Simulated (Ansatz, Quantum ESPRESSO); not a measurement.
# BP (F-43m): a worked LO-TO splitting

Aim: work out the LO frequency and the static dielectric constant of BP (F-43m) from one linear-response run, then check them.

Main program and level: Quantum ESPRESSO 7.5; DFT LDA, scalar-relativistic, plane waves, PseudoDojo norm-conserving pseudopotentials.

## 1. The relaxed structure

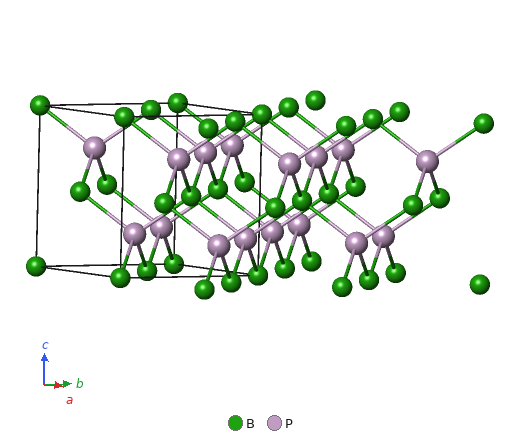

Start, viewed slightly off an axis; boron green, phosphorus pink. 2×2×1 cells are drawn. This picture shows the conventional cell, with its axes. Bonds to atoms that aren't drawn are left out. Some periodic images of atoms are drawn too.

As a file:

```
CELL_PARAMETERS angstrom
-2.24341 0.00000 2.24341
0.00000 2.24341 2.24341
-2.24341 2.24341 0.00000
ATOMIC_POSITIONS crystal
B 0.00000 0.00000 0.00000
P 0.25000 0.25000 0.25000
```

This is the cell after its relaxation at this level of theory, not the database cell from which that began.

## 2. What the response run gave

A linear-response run on the relaxed cell, with the response to an electric field; only its zone-centre results are used. Cutoff 76 Ry, k mesh 12×12×12.

Output:

```text
[banners, grids, parts of the stress and lines that vanish by symmetry left out]
Program PHONON v.7.5
     Reading xml data from directory:

[...]
Exchange-correlation= PW
                           (   1   4   0   0   0   0   0)
[...]
(   8 q-points):
[...]
kinetic-energy cut-off    =      76.0000  Ry
     charge density cut-off    =     304.0000  Ry
     convergence threshold     =      1.0E-18
[...]
Exchange-correlation= PW
                           (   1   4   0   0   0   0   0)
[...]
q = (   0.0000000   0.0000000   0.0000000 )
     25 Sym.Ops. (with q -> -q+G )
     G cutoff =  276.7946  (  13635 G-vectors)     FFT grid: ( 36, 36, 36)
     number of k points=    72
[...]
Mode symmetry, T_d (-43m)  point group:
[...]
Dielectric constant
[...]
End of electric fields calculation
          Dielectric constant in cartesian axis
          (       9.159322399      -0.000000000       0.000000000 )
          (      -0.000000000       9.159322399       0.000000000 )
          (       0.000000000       0.000000000       9.159322399 )
          Effective charges (d Force / dE) in cartesian axis without acoustic sum rule applied (asr)
           atom    1  B     Mean Z*:       -0.64571
      Ex  (       -0.64571       -0.00000        0.00000 )
      Ey  (        0.00000       -0.64571        0.00000 )
      Ez  (       -0.00000        0.00000       -0.64571 )
           atom    2  P     Mean Z*:        0.64207
      Ex  (        0.64207        0.00000       -0.00000 )
      Ey  (       -0.00000        0.64207       -0.00000 )
      Ez  (       -0.00000        0.00000        0.64207 )
          Effective charges Sum: Mean:       -0.00364
[...]
Effective charges (d Force / dE) in cartesian axis with asr applied:
           atom    1  B     Mean Z*:       -0.64389
[...]
atom    2  P     Mean Z*:        0.64389
[...]
Representation #   1 modes #   1   2   3
[...]
End of self-consistent calculation
     Convergence has been achieved
     Representation #   2 modes #   4   5   6
[...]
End of self-consistent calculation
     Convergence has been achieved
[...]
Dielectric constant in cartesian axis
          (       9.159322399      -0.000000000       0.000000000 )
          (      -0.000000000       9.159322399       0.000000000 )
          (       0.000000000       0.000000000       9.159322399 )
          Effective charges (d Force / dE) in cartesian axis without acoustic sum rule applied (asr)
           atom    1  B     Mean Z*:       -0.64571
[...]
Mode symmetry, C_s (m)     point group:
[...]
q = (    0.530330086  -0.176776695   0.530330086 )
[...]
Mode symmetry, C_s (m)     point group:
     freq (   1-   1) =        284.8  [cm-1]   --> A''
     freq (   2-   2) =        367.8  [cm-1]   --> A'
     freq (   3-   3) =        465.4  [cm-1]   --> A'
     freq (   4-   4) =        718.5  [cm-1]   --> A'
     freq (   5-   5) =        747.2  [cm-1]   --> A''
     freq (   6-   6) =        805.8  [cm-1]   --> A'
[...]
Mode symmetry, C_s (m)     point group:
[...]
q = (    0.353553391   0.000000000   0.353553391 )
[...]
Mode symmetry, C_s (m)     point group:
     freq (   1-   1) =        263.0  [cm-1]   --> A''
     freq (   2-   2) =        358.2  [cm-1]   --> A'
     freq (   3-   3) =        418.9  [cm-1]   --> A'
     freq (   4-   4) =        730.3  [cm-1]   --> A'
     freq (   5-   5) =        758.7  [cm-1]   --> A''
     freq (   6-   6) =        807.8  [cm-1]   --> A'
[...]
Mode symmetry, D_2d (-42m) point group:
[...]
Representation #   3 modes #   3   4
[...]
Convergence has been achieved
     Representation #   4 modes #   5   6
[...]
Convergence has been achieved
[...]
q = (    0.000000000  -0.707106781   0.000000000 )
[...]
freq (    5) =      21.883074 [THz] =     729.940792 [cm-1]
     freq (    6) =      24.115162 [THz] =     804.395215 [cm-1]
[...]
Mode symmetry, D_2d (-42m) point group:
     freq (   1-   2) =        313.0  [cm-1]   --> E    X_5  W_3
     freq (   3-   3) =        536.9  [cm-1]   --> A_1  X_1  W_1
     freq (   4-   5) =        729.9  [cm-1]   --> E    X_5  W_3
     freq (   6-   6) =        804.4  [cm-1]   --> B_2  X_3  W_2
[...]
Mode symmetry, S_4 (-4)    point group:
[...]
Convergence has been achieved
[...]
Convergence has been achieved
[...]
Convergence has been achieved
[...]
Convergence has been achieved
     Representation #   5 mode #   5
[...]
End of self-consistent calculation
     Convergence has been achieved
     Representation #   6 mode #   6
[...]
End of self-consistent calculation
     Convergence has been achieved
[...]
q = (   -0.353553391  -0.707106781   0.000000000 )
[...]
freq (    1) =      11.110154 [THz] =     370.594840 [cm-1]
     freq (    2) =      12.521639 [THz] =     417.676915 [cm-1]
     freq (    3) =      13.323048 [THz] =     444.409036 [cm-1]
     freq (    4) =      20.504599 [THz] =     683.959816 [cm-1]
     freq (    5) =      21.883625 [THz] =     729.959141 [cm-1]
     freq (    6) =      24.053529 [THz] =     802.339367 [cm-1]
[...]
Mode symmetry, S_4 (-4)    point group:
     freq (   1-   1) =        370.6  [cm-1]   --> E*   W_2
     freq (   2-   2) =        417.7  [cm-1]   --> B    W_3
     freq (   3-   3) =        444.4  [cm-1]   --> A    W_1
     freq (   4-   4) =        684.0  [cm-1]   --> E    W_4
     freq (   5-   5) =        730.0  [cm-1]   --> B    W_3
     freq (   6-   6) =        802.3  [cm-1]   --> E*   W_2

   JOB DONE.
```

```
                       quantity   value
             cell volume Ω (Å³)  22.582
                  mass of B (u)  10.810
                  mass of P (u)  30.974
      Born charge of B, raw (e)  -0.646
      Born charge of P, raw (e)   0.642
                             ε∞   9.159
ω(TO) after the sum rule (cm⁻¹)   821.4
```

## 3. The calculation

The charges must sum to zero over the cell; taking off their mean, -0.002 e, leaves Z* = -0.644 e on B. In the polar mode B moves against P, so the reduced mass is μ = 10.81 × 30.97 / 41.78 = 8.013 u.

A longitudinal wave builds up a field that adds to the restoring force: ω(LO)² = ω(TO)² + 4π Z*² / (μ Ω ε∞), in Hartree atomic units. With μ = 14607 electron masses and Ω = 152.39 bohr³ the second term is 2.5554e-07 Ha², or 12309 cm⁻² (1 Ha = 219474.6 cm⁻¹).

So ω(LO) = √(674616 + 12309) = 828.8 cm⁻¹, and by the Lyddane-Sachs-Teller relation ε₀ = ε∞ (ω(LO)/ω(TO))² = 9.33.

## 4. Check against the program

The analysis program adds the same non-analytic term to the full matrix, here for q along (1 0 0).

Output:

```text
[banner, memory and clock lines left out]
Program DYNMAT v.7.5

     Reading Dynamical Matrix from file x.dyn1
     ...Force constants read
     ...epsilon and Z* read

     Polarizability (A^3 units)
     multiply by 0.268834 for Clausius-Mossotti correction
        14.662174   -0.000000    0.000000
        -0.000000   14.662174    0.000000
         0.000000    0.000000   14.662174

     IR activities are in (D/A)^2/amu units

# mode   [cm-1]    [THz]      IR
    1     -0.00   -0.0000    0.0000
    2      0.00    0.0000    0.0000
    3      0.00    0.0000    0.0000
    4    821.35   24.6236    1.1937
    5    821.35   24.6236    1.1937
    6    828.81   24.8472    1.1937
```

ε₀ comes from the program's run without a direction of q.

```
    quantity  by hand  program
ω(LO) (cm⁻¹)    828.8    828.8
          ε₀     9.33     9.33
```

## 5. Outcome

| Property | Result |
| --- | --- |
| TO mode | 821.4 cm⁻¹ |
| LO mode | 828.8 cm⁻¹ |
| static dielectric constant | 9.326 |

**Reading.** The LO mode of BP (F-43m) lies at 829 cm⁻¹, 7 cm⁻¹ above the TO mode; the formula meets the program within 0.1 cm⁻¹, as it must for a cubic crystal with one polar mode. ω(LO)² − ω(TO)² goes with Z*²/ε∞: an error of 5 % in ε∞ would move the LO mode by 0.4 cm⁻¹, and semilocal functionals tend to overestimate ε∞. These are harmonic values at zero temperature, at the volume of this functional, for the structure held cubic; stability elsewhere in the zone is no part of this calculation.

[Host names and launcher messages were left out of these logs when they were recorded.]

[Logs are printed without paths, hosts, clocks, repeated set-up lines and the standing remarks that a program may print on its own settings, such as how far it seeks lower states.]

[Hosts, paths, dates, database ids (printed as entryN), source tags and the programs' standing remarks are cut or masked in the printed files.]
